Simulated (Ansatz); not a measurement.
```
C
1.0
     1.72682    0.00000    0.00000
     0.00000    1.72682    0.00000
     0.00000    0.00000    1.72682
C
1
Direct
  0.00000 0.00000 0.00000
```

Space group Pm-3m; set up as C, simple cubic; a generated structure, not necessarily the stable one; changed on purpose from its base cell (volume × 0.92); computed pressure about 36 GPa in this cell.

Level of theory: Ansatz 0.2.0, DFT, revPBE, plane waves (420 eV) with PAW, scalar-relativistic.

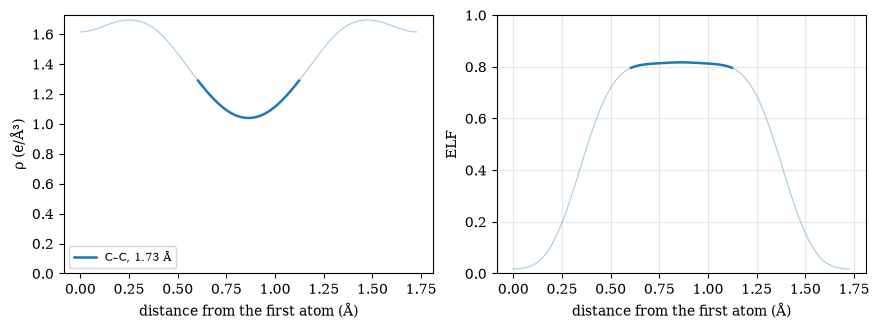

C. Valence charge density (pseudo) and electron localisation function along straight lines between neighbouring atoms. Thin, pale parts lie inside the atomic spheres.

Core electrons are frozen (PAW), and the valence fields are smoothed inside the atomic spheres.

What can be read from the curves?

C–C (1.73 Å): the density is about 1 e/Å³ at the midpoint; the ELF peaks at about 0.80 between the atoms.
